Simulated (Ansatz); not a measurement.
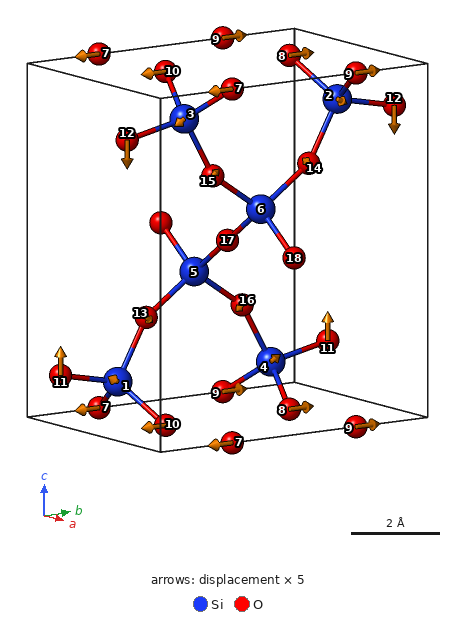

A relaxation of crystalline SiO$_{2}$ (set up in Pmma). The starting structure is drawn; orange arrows show the displacements (the part carried along by the change of the cell is left out), 5 times their true length.

Style: ball-and-stick. Shown: the cell of the calculation, from a free direction.

Case: volume × 1.03, shape and atoms relaxed.

Theory: DFT LDA, scalar-relativistic, plane waves, PAW (Ansatz 0.2.0). Set-up: plane-wave cutoff 420 eV; k-point mesh 4 × 4 × 4; occupations gaussian; smearing width 0.02 eV; no spin polarisation; cell relaxed at fixed volume; force threshold 0.01 eV/Å; at most 30 steps.

> Which element moves most?

Oxygen: up to 0.14 Å, against 0.06 Å for silicon.

> Describe the change and its energy.

The energy falls by 60.6 meV per cell of the calculation in 6 accepted moves (8 points after the start). The largest force component goes from 0.25 to 0.0013 eV/Å. Pressure: −4.10 GPa at the start and −2.28 GPa at the end. At 2 points the geometry stayed and the basis and grid were re-selected for the new cell (energy shift of 3.1 meV per cell of the calculation at most each time). The largest moves relative to the cell, 0.14 Å, are those of O7, O8, O9, O10, O11 and O12. O8 goes along +b. Largest moves by element: O 0.14 Å, Si 0.06 Å. The drawn cell changes at constant volume: a 5.274 → 5.254 Å (−0.4 %), b 7.440 → 7.564 Å (+1.7 %), c 8.200 → 8.096 Å (−1.3 %). Among the contacts that change: Si1–O10 1.621 → 1.611 Å, Si1–O13 1.614 → 1.605 Å, Si5–O17 1.612 → 1.607 Å. Bond angles that change, for instance: Si2–O12–Si3 157.4° → 149.7°, Si1–O7–Si3 150.9° → 156.2°, Si3–O15–Si6 153.9° → 159.1°. The space group stays Pmma (No. 51). Cost: 3.2 min on 4 threads of Intel(R) Xeon(R) Processor @ 2.50GHz (Skylake/Cascade Lake), with other jobs on the host, peak memory 1 GiB.
